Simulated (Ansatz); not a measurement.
## Single-point calculation of FeO (part 1 of 2)

FeO (2 atoms in the cell), computed with DFT LDA+U+J, scalar-relativistic, plane waves, PAW, U = 3 eV, J = 0.7 eV on Fe atom 1 d, spin-polarised (Ansatz 0.2.0).

The structure was built on a prototype by a generator; it need not be a known phase. It belongs to a series of runs on one base structure; here: ferromagnetic start, free, default search. Figures and captions count atoms from 1; the log counts them from 0 in places.

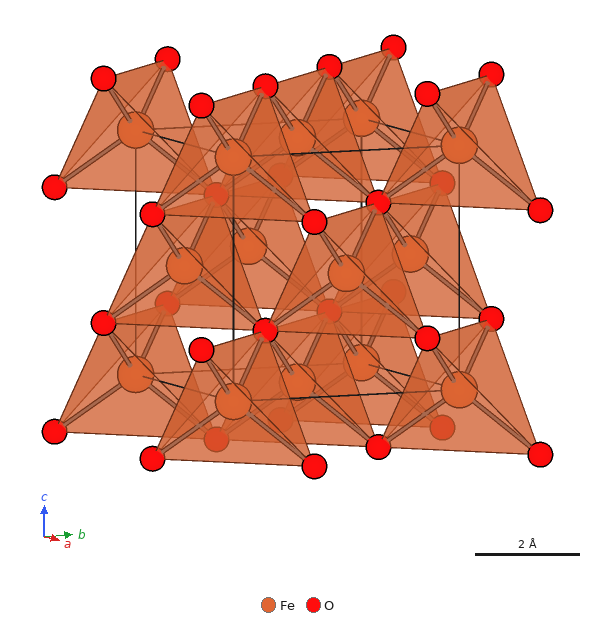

The input geometry (polyhedral view of the cell 4 times as large as that of the calculation, set on its symmetry axes, seen slightly off an axis; polyhedra are completed across the faces of the cell).

Summary:

| quantity | value |
| --- | --- |
| outcome | converged |
| space group (tolerance 0.01 Å) | F-43m (216) |
| electrons treated | 22 |
| free energy | −4972.7822 eV |
| Fermi energy | 9.089 eV |
| gap on the k-point mesh | none (metallic) |
| net moment of the cell | 4.01 μB |
| integrated absolute moment | 4.01 μB |
| pressure | −14.70 GPa |
| largest force (length of the vector) | 0.228 eV/Å |
| hardware | 2 threads of Arm Neoverse V2, 24 GiB of memory available, shared host |
| wall time | 2.3 min (CPU time 4.6 min) |
| peak memory | 0.72 GiB |

Notes:

Warnings of the run: the state was not tested for a lower one. The cell is under a tension of 14.7 GPa at this level, so it is not at its equilibrium volume.

Input:
```yaml
crystal:
  lattice:
    - [0.0, 2.38188308, 2.38188308]
    - [2.38188308, 0.0, 2.38188308]
    - [2.38188308, 2.38188308, 0.0]
  atoms:
    - { symbol: Fe, position: [0.0, 0.0, 0.0], spin: 4.0 }
    - { symbol: O, position: [0.25, 0.25, 0.25] }
basis:
  ecutwfc: 420
  ecutrho_ratio: 4
kpoints:
  mp_grid: { grid: [7, 7, 7] }
hamiltonian:
  xc: lda
  hubbard: { sites: [{ site: 0, l: d, u: 3.0, j: 0.7 }] }
scf:
  occupations: { method: gaussian, width: 0.05 }
output:
  forces: true
  stress: true
  eigenvalues: true
  populations: true
  hubbard: { sites: [{ site: 0, l: d }] }
magnetization:
  spin_polarized: true
```

Launched with:
```bash
ansatz run input.yaml --threads 2 --pin off --max-ram 3072MiB --backend cpu --events-out ev --progress --plain --runs-dir out
```

Log:
```
Fe: projections on atomic orbitals take those of the free atom [Ne] 3s2 3p6 3d6 4s2, of charge +0.00 (hamiltonian.pseudopotentials.projection_atoms); the dataset's partial waves leave at most 1.1e-6 of an orbital's norm unspanned inside its sphere
O: projections on atomic orbitals take those of the free atom [He] 2s2 2p4, of charge +0.00 (hamiltonian.pseudopotentials.projection_atoms); the dataset's partial waves leave at most 1.9e-8 of an orbital's norm unspanned inside its sphere
Engine: ansatz 0.2.0, aarch64-unknown-linux-gnu
Pseudopotentials: kind: paw
Pseudopotential: Fe, paw, valence charge 16, recommended cutoff 420 eV (normal), Fe.paw.azcp
Pseudopotential: O, paw, valence charge 6, recommended cutoff 420 eV (normal), O.paw.azcp
Functional definition: SPW92
  exchange = slater_x
  correlation = pw_c
Crystal: 2 atoms, lattice volume = 27.027 Å³
Basis set: ecut = 420 eV, 531 PW (Γ)
Bands: 17, of which v1, the nominal top of the filled ones, is band 11 counted from 1 (10 counted from 0)
Symmetry: 24 space group operations
Space group: F-43m (ITA 216), of the structure as read, at distance tolerance 3.0e-5 Å
Magnetic group: BNS 216.74 (UNI 1576), of the structure as read, at distance tolerance 3.0e-5 Å
k-points: 20 of 343 (time reversal used)
Non-local potential: Fe, projectors of the file, l = 0: 3, l = 1: 2, l = 2: 3, l = 3: 1
Non-local potential: O, projectors of the file, l = 0: 2, l = 1: 2, l = 2: 1
PAW form: soft (Blöchl's): semilocal exchange-correlation on the pseudo side does not see the compensation charge
PAW frozen core: Fe, regenerated for the run's functional, and the local potential with it (the file was generated under x = pbe(κ = 0.804, μ = 0.2195149727645171), c = pbe(β = 0.06672455060314922))
PAW frozen core: O, regenerated for the run's functional, and the local potential with it (the file was generated under x = pbe(κ = 0.804, μ = 0.2195149727645171), c = pbe(β = 0.06672455060314922))
PAW one-centre angular grid: Fe, 590 points (default); XC on 64 Gauss nodes
PAW one-centre angular grid: O, 110 points (default); XC on 64 Gauss nodes
Initial density: superposition of atomic densities (chi_scale 0.1, normalization cell, long waves kept (reshape's long-wave potential 0.00 eV rms))
Starting moments: Σ|m| = 4 μB on 1 of 2 sites
Initial wavefunctions: pseudopotential atomic-orbital guess
Functional: x = slater, c = lda
SCF iter   1: F=—  HF=-4973.723613 eV  |F-HF|=—  |Δ(HF+E_count)|=         —  Δρ=1.38e-1 (↑5.43e-2 ↓1.38e-1)  dr2=8.93e0  dr2_m=4.72e-1  M=3.728 μB ∫|m|=3.728 μB  β_m=0.30  ethr=3.10e-3  ⟨swp⟩=5.7  Hψ=2976  notcnv=0
preconditioner: auto → none  [metal: Δε(μ)=0.017 eV  Ē_g=12.534 eV  σ=0.050 eV  W_gap=0.19  n_scr=8 (ndim 8)  ℏωp=26.7 eV  f_vac=0.000  D(μ)=5.50/eV (n_scr^D=112)  sad-step TF]
SCF iter   2: F=—  HF=-4972.583178 eV  |F-HF|=—  |Δ(HF+E_count)|=    1.14e0  Δρ=2.92e-2 (↑2.92e-2 ↓1.98e-2)  dr2=3.42e-1  dr2_m=6.68e-2  M=4.006 μB ∫|m|=4.010 μB  β_m=1.00  ethr=3.10e-3  ⟨swp⟩=3.0  Hψ=1733  notcnv=0  defer=52
SCF iter   3: F=—  HF=-4972.583708 eV  |F-HF|=—  |Δ(HF+E_count)|=   5.30e-4  Δρ=1.44e-2 (↑1.44e-2 ↓1.22e-2)  dr2=8.66e-2  dr2_m=3.38e-3  M=4.010 μB ∫|m|=4.026 μB  β_m=1.00  ethr=1.55e-3  ⟨swp⟩=2.1  Hψ=1190  notcnv=0  defer=46
SCF iter   4: F=—  HF=-4972.627848 eV  |F-HF|=—  |Δ(HF+E_count)|=   4.41e-2  Δρ=9.21e-3 (↑6.76e-3 ↓9.21e-3)  dr2=1.68e-2  dr2_m=2.77e-3  M=4.052 μB ∫|m|=4.068 μB  β_m=1.00  ethr=3.94e-4  ⟨swp⟩=2.4  Hψ=1013  notcnv=0  defer=46
SCF iter   5: F=—  HF=-4972.663386 eV  |F-HF|=—  |Δ(HF+E_count)|=   3.55e-2  Δρ=2.78e-3 (↑1.34e-3 ↓2.78e-3)  dr2=2.30e-3  dr2_m=2.54e-4  M=4.054 μB ∫|m|=4.072 μB  β_m=1.00  ethr=7.65e-5  ⟨swp⟩=2.0  Hψ=1213  notcnv=0  defer=46
SCF iter   6: F=—  HF=-4972.680725 eV  |F-HF|=—  |Δ(HF+E_count)|=   1.73e-2  Δρ=2.29e-3 (↑1.17e-3 ↓2.29e-3)  dr2=2.35e-3  dr2_m=1.13e-4  M=4.061 μB ∫|m|=4.080 μB  β_m=0.30  ethr=1.05e-5  ⟨swp⟩=2.4  Hψ=1207  notcnv=0  defer=46
Mixer restart at iter 6: flushing history
spin-set hold released at iteration 6 (site moments contracting): the magnetisation degrees of freedom join the quasi-Newton model from the next iteration; the mixer history was flushed
SCF iter   7: F=—  HF=-4972.690370 eV  |F-HF|=—  |Δ(HF+E_count)|=   9.64e-3  Δρ=2.04e-3 (↑4.40e-4 ↓2.04e-3)  dr2=3.99e-4  dr2_m=1.90e-4  M=4.057 μB ∫|m|=4.076 μB  β_m=0.62  ethr=1.05e-5  ⟨swp⟩=2.2  Hψ=858  notcnv=0  defer=46
SCF iter   8: F=—  HF=-4972.714481 eV  |F-HF|=—  |Δ(HF+E_count)|=   2.41e-2  Δρ=1.13e-2 (↑4.76e-3 ↓1.13e-2)  dr2=5.50e-2  dr2_m=3.61e-3  M=4.087 μB ∫|m|=4.116 μB  β_m=0.19  ethr=1.82e-6  ⟨swp⟩=2.4  Hψ=1360  notcnv=0  defer=46  recentre
SCF iter   9: F=—  HF=-4972.701683 eV  |F-HF|=—  |Δ(HF+E_count)|=   1.28e-2  Δρ=2.70e-3 (↑3.96e-4 ↓2.70e-3)  dr2=4.03e-4  dr2_m=4.27e-4  M=4.062 μB ∫|m|=4.083 μB  β_m=0.31  ethr=1.82e-6  ⟨swp⟩=2.1  Hψ=1561  notcnv=0  defer=51
SCF iter  10: F=—  HF=-4972.713049 eV  |F-HF|=—  |Δ(HF+E_count)|=   1.14e-2  Δρ=2.54e-3 (↑4.51e-4 ↓2.54e-3)  dr2=2.80e-4  dr2_m=4.54e-4  M=4.072 μB ∫|m|=4.096 μB  β_m=0.86  ethr=1.82e-6  ⟨swp⟩=2.0  Hψ=1079  notcnv=0  defer=51
SCF iter  11: F=—  HF=-4972.714518 eV  |F-HF|=—  |Δ(HF+E_count)|=   1.47e-3  Δρ=2.48e-3 (↑4.70e-4 ↓2.48e-3)  dr2=7.63e-4  dr2_m=4.00e-4  M=4.073 μB ∫|m|=4.097 μB  β_m=0.69  ethr=1.27e-6  ⟨swp⟩=2.0  Hψ=1167  notcnv=0  defer=51
SCF iter  12: F=—  HF=-4972.716732 eV  |F-HF|=—  |Δ(HF+E_count)|=   2.21e-3  Δρ=9.65e-4 (↑4.47e-4 ↓9.65e-4)  dr2=1.17e-4  dr2_m=6.34e-5  M=4.074 μB ∫|m|=4.100 μB  β_m=0.57  ethr=1.27e-6  ⟨swp⟩=2.6  Hψ=1161  notcnv=0  defer=48
SCF iter  13: F=—  HF=-4972.717278 eV  |F-HF|=—  |Δ(HF+E_count)|=   5.47e-4  Δρ=2.80e-4 (↑5.82e-5 ↓2.80e-4)  dr2=1.27e-5  dr2_m=5.83e-6  M=4.074 μB ∫|m|=4.100 μB  β_m=0.74  ethr=5.33e-7  ⟨swp⟩=2.5  Hψ=1053  notcnv=0  defer=48
SCF iter  14: F=—  HF=-4972.717286 eV  |F-HF|=—  |Δ(HF+E_count)|=   7.69e-6  Δρ=2.04e-4 (↑2.43e-5 ↓2.04e-4)  dr2=9.22e-6  dr2_m=2.87e-6  M=4.073 μB ∫|m|=4.099 μB  β_m=0.87  ethr=5.77e-8  ⟨swp⟩=1.7  Hψ=842  notcnv=0  defer=48
iter 15 met the thresholds in force, and the SCF goes on: an eigenvalue changes by 0.66 meV, over its tolerance of 0.50 meV (output.eigenvalues, Limitations)
SCF iter  15: F=-4972.717287 eV  HF=-4972.717287 eV  |F-HF|=2.29e-9  |Δ(HF+E_count)|=   5.92e-7  Δρ=1.07e-5 (↑3.87e-6 ↓1.07e-5)  dr2=1.58e-8  dr2_m=1.21e-8  M=4.073 μB ∫|m|=4.099 μB  β_m=0.90  ethr=4.55e-10  ⟨swp⟩=6.0  Hψ=3255  notcnv=0
SCF iter  16: F=-4972.717287 eV  HF=-4972.717287 eV  |F-HF|=8.91e-11  |Δ(HF+E_count)|=   1.74e-8  Δρ=1.03e-6 (↑6.91e-7 ↓1.03e-6)  dr2=2.09e-10  dr2_m=1.37e-10  M=4.073 μB ∫|m|=4.099 μB  ethr=7.18e-11  ⟨swp⟩=2.0  Hψ=1835  notcnv=0
SCF 1 converged in 16 iterations: F = -4972.717287 eV  dr2 = 2.09e-10
  greatest PAW one-centre occupation: 1.005 electrons in one spin orbital (limit 2), on the Fe atom at site 0 (counted from 0), in its partial waves of l = 1
Symmetry: 6 space group operations
k-points: 44 of 343 (time reversal used)
Initial density: read from a saved state, or passed on in memory by an earlier SCF of this step, an earlier step, the calling program or the single point that the run made first
Starting moments: Σ|m| = 4 μB on 1 of 2 sites; this step starts from the density that it was given
SCF iter   1: F=—  HF=-4972.576458 eV  |F-HF|=—  |Δ(HF+E_count)|=         —  Δρ=5.31e-2 (↑9.16e-4 ↓5.31e-2)  dr2=1.82e-1  dr2_m=1.77e-1  M=4.047 μB ∫|m|=4.058 μB  ethr=4.55e-6  ⟨swp⟩=1.0  Hψ=10438  notcnv=0
preconditioner: auto → none  [insulator: Δε(μ)=0.060 eV  Ē_g=12.539 eV  σ=0.050 eV  W_gap=0.58  n_scr=8 (ndim 8)  ℏωp=26.7 eV  f_vac=0.028  D(μ)=0.83/eV (n_scr^D=8)  ε∞_Penn≈5.5]
SCF iter   2: F=—  HF=-4972.727578 eV  |F-HF|=—  |Δ(HF+E_count)|=         —  Δρ=4.53e-3 (↑3.82e-3 ↓4.53e-3)  dr2=9.31e-3  dr2_m=3.72e-4  M=4.059 μB ∫|m|=4.077 μB  ethr=4.55e-6  ⟨swp⟩=1.0  Hψ=7836  notcnv=0
SCF iter   3: F=—  HF=-4972.726024 eV  |F-HF|=—  |Δ(HF+E_count)|=   1.55e-3  Δρ=1.06e-3 (↑4.92e-4 ↓1.06e-3)  dr2=2.37e-4  dr2_m=5.20e-5  M=4.053 μB ∫|m|=4.071 μB  ethr=4.55e-6  ⟨swp⟩=1.0  Hψ=4640  notcnv=0
SCF iter   4: F=—  HF=-4972.726175 eV  |F-HF|=—  |Δ(HF+E_count)|=   1.50e-4  Δρ=3.87e-5 (↑3.47e-5 ↓3.87e-5)  dr2=7.41e-7  dr2_m=2.30e-8  M=4.053 μB ∫|m|=4.073 μB  ethr=1.08e-6  ⟨swp⟩=1.0  Hψ=3344  notcnv=0
SCF iter   5: F=-4972.726175 eV  HF=-4972.726175 eV  |F-HF|=4.82e-9  |Δ(HF+E_count)|=   5.86e-7  Δρ=4.32e-6 (↑4.32e-6 ↓2.58e-6)  dr2=6.23e-9  dr2_m=7.66e-10  M=4.054 μB ∫|m|=4.073 μB  ethr=4.55e-10  ⟨swp⟩=1.0  Hψ=4079  notcnv=0
SCF iter   6: F=-4972.726175 eV  HF=-4972.726175 eV  |F-HF|=4.83e-9  |Δ(HF+E_count)|=  3.27e-11  Δρ=4.31e-6 (↑4.31e-6 ↓2.57e-6)  dr2=6.24e-9  dr2_m=7.51e-10  M=4.054 μB ∫|m|=4.073 μB  ethr=2.83e-11  ⟨swp⟩=1.0  Hψ=5058  notcnv=0
SCF 2 converged in 6 iterations: F = -4972.726175 eV  dr2 = 6.24e-9
Symmetry: 4 space group operations
k-points: 64 of 343 (time reversal used)
SCF iter   1: F=—  HF=-4972.572806 eV  |F-HF|=—  |Δ(HF+E_count)|=         —  Δρ=5.28e-2 (↑1.11e-3 ↓5.28e-2)  dr2=1.79e-1  dr2_m=1.75e-1  M=4.041 μB ∫|m|=4.047 μB  ethr=4.55e-6  ⟨swp⟩=1.0  Hψ=15190  notcnv=0
preconditioner: auto → none  [metal: Δε(μ)=0.028 eV  Ē_g=12.538 eV  σ=0.050 eV  W_gap=0.29  n_scr=8 (ndim 8)  ℏωp=26.7 eV  f_vac=0.028  D(μ)=0.90/eV (n_scr^D=8)]
SCF iter   2: F=—  HF=-4972.723163 eV  |F-HF|=—  |Δ(HF+E_count)|=         —  Δρ=6.00e-3 (↑1.76e-3 ↓6.00e-3)  dr2=3.71e-3  dr2_m=1.65e-3  M=4.053 μB ∫|m|=4.071 μB  ethr=4.55e-6  ⟨swp⟩=1.0  Hψ=12004  notcnv=0
SCF iter   3: F=—  HF=-4972.729173 eV  |F-HF|=—  |Δ(HF+E_count)|=   6.01e-3  Δρ=7.10e-4 (↑6.16e-4 ↓7.10e-4)  dr2=2.61e-4  dr2_m=2.46e-5  M=4.053 μB ∫|m|=4.073 μB  ethr=4.55e-6  ⟨swp⟩=1.0  Hψ=6812  notcnv=0
SCF iter   4: F=—  HF=-4972.729687 eV  |F-HF|=—  |Δ(HF+E_count)|=   5.15e-4  Δρ=1.99e-4 (↑5.44e-5 ↓1.99e-4)  dr2=6.70e-6  dr2_m=2.29e-6  M=4.053 μB ∫|m|=4.070 μB  ethr=1.19e-6  ⟨swp⟩=1.0  Hψ=5050  notcnv=0
SCF iter   5: F=—  HF=-4972.729724 eV  |F-HF|=—  |Δ(HF+E_count)|=   3.65e-5  Δρ=4.46e-5 (↑2.59e-5 ↓4.46e-5)  dr2=1.39e-7  dr2_m=2.66e-7  M=4.052 μB ∫|m|=4.070 μB  ethr=3.04e-8  ⟨swp⟩=1.0  Hψ=6352  notcnv=0
SCF iter   6: F=—  HF=-4972.729732 eV  |F-HF|=—  |Δ(HF+E_count)|=   8.21e-6  Δρ=1.59e-5 (↑1.59e-5 ↓8.56e-6)  dr2=7.14e-8  dr2_m=7.21e-9  M=4.052 μB ∫|m|=4.070 μB  ethr=4.55e-10  ⟨swp⟩=1.0  Hψ=7378  notcnv=0
SCF iter   7: F=-4972.729733 eV  HF=-4972.729733 eV  |F-HF|=2.72e-9  |Δ(HF+E_count)|=   7.31e-7  Δρ=4.19e-6 (↑4.13e-6 ↓4.19e-6)  dr2=7.53e-9  dr2_m=1.84e-9  M=4.052 μB ∫|m|=4.070 μB  ethr=3.25e-10  ⟨swp⟩=1.0  Hψ=6327  notcnv=0
SCF iter   8: F=-4972.729733 eV  HF=-4972.729733 eV  |F-HF|=2.72e-9  |Δ(HF+E_count)|=  9.09e-12  Δρ=4.19e-6 (↑4.13e-6 ↓4.19e-6)  dr2=7.54e-9  dr2_m=1.84e-9  M=4.052 μB ∫|m|=4.070 μB  ethr=3.42e-11  ⟨swp⟩=1.0  Hψ=7095  notcnv=0
SCF 3 converged in 8 iterations: F = -4972.729733 eV  dr2 = 7.54e-9
iter 1 solved again at ethr=2.13e-8 eV; its pass at ethr=3.10e-3 eV (dr2=4.69e-6 eV) is discarded
SCF iter   1: F=—  HF=-4972.729733 eV  |F-HF|=—  |Δ(HF+E_count)|=         —  Δρ=4.14e-6 (↑4.14e-6 ↓4.03e-6)  dr2=6.57e-9  dr2_m=1.91e-9  M=4.052 μB ∫|m|=4.070 μB  β_m=0.30  ethr=2.13e-8  ⟨swp⟩=3.0  Hψ=15534  notcnv=0
preconditioner: auto → none  [metal: Δε(μ)=0.013 eV  Ē_g=12.451 eV  σ=0.050 eV  W_gap=0.14  n_scr=8 (ndim 8)  ℏωp=26.7 eV  f_vac=0.030  D(μ)=2.23/eV (n_scr^D=26)]
SCF iter   2: F=-4972.729733 eV  HF=-4972.729733 eV  |F-HF|=2.11e-9  |Δ(HF+E_count)|=  5.64e-10  Δρ=4.29e-6 (↑2.23e-6 ↓4.29e-6)  dr2=1.36e-9  dr2_m=1.92e-9  M=4.052 μB ∫|m|=4.070 μB  ethr=2.99e-11  ⟨swp⟩=5.0  Hψ=7624  notcnv=0
SCF 4 converged in 2 iterations: F = -4972.729733 eV  dr2 = 1.36e-9
Symmetry: 2 space group operations
k-points: 100 of 343 (time reversal used)
Initial wavefunctions: those read from a saved state, or passed on in memory by an earlier step or the calling program
iter 1 solved again at ethr=6.16e-12 eV; its pass at ethr=4.55e-6 eV (dr2=1.36e-9 eV) is discarded
```
